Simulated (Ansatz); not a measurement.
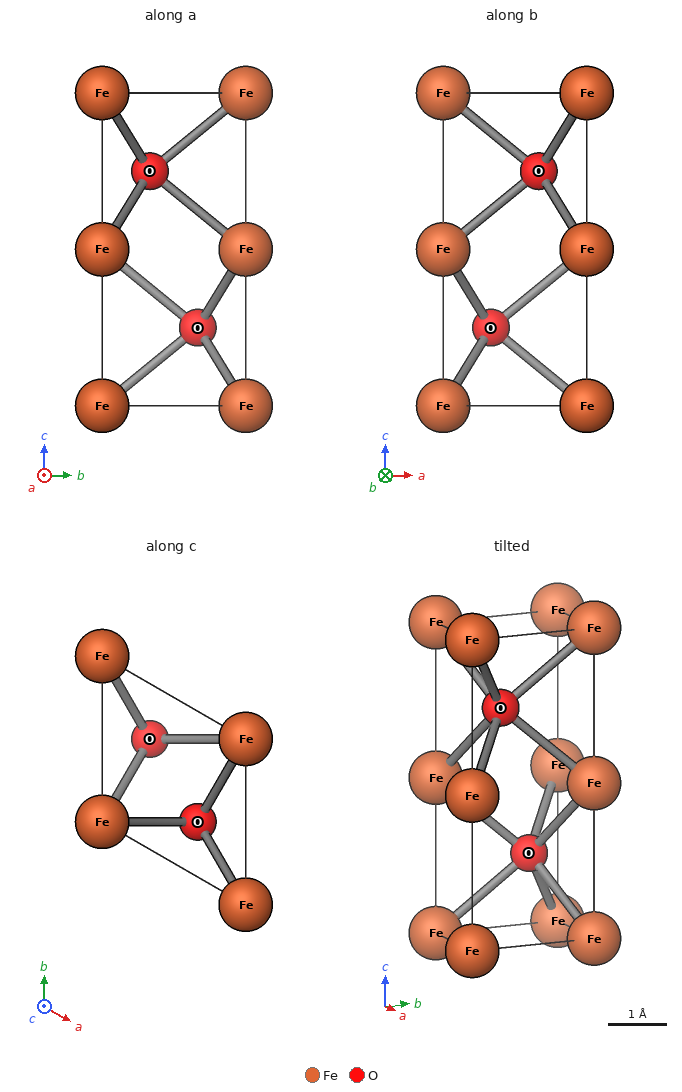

Shown here is a ball-and-stick view of the crystal, taken along the a axis, along the b axis, along the c axis and slightly off an axis. Atoms at the boundary of the conventional unit cell (the box) are drawn once for each face, edge or corner they touch.

Lattice parameters: a = 2.8953 Å, b = 2.8953 Å, c = 5.4636 Å, α = 90.000°, β = 90.000°, γ = 120.000°.

Express the structure as a CIF with its space group and independent sites.

```cif
data_structure
_symmetry_space_group_name_H-M 'P 63/m m c'
_symmetry_Int_Tables_number 194
_cell_length_a 2.8953
_cell_length_b 2.8953
_cell_length_c 5.4636
_cell_angle_alpha 90.000
_cell_angle_beta 90.000
_cell_angle_gamma 120.000
_cell_volume 39.66
loop_
_atom_site_label
_atom_site_type_symbol
_atom_site_symmetry_multiplicity
_atom_site_Wyckoff_symbol
_atom_site_fract_x
_atom_site_fract_y
_atom_site_fract_z
_atom_site_occupancy
Fe1 Fe 2 a 0.0000 0.0000 0.0000 1
O1 O 2 c 0.3333 0.6667 0.2500 1
```

The cell started as a structure type filled with these elements by a generator (whether the compound takes this form wasn't checked). Earlier steps of the study, as a rule a relaxation of our own, may have changed the cell and positions, so they can lie some per cent off the listed ones. A calculation with Ansatz used it as input.
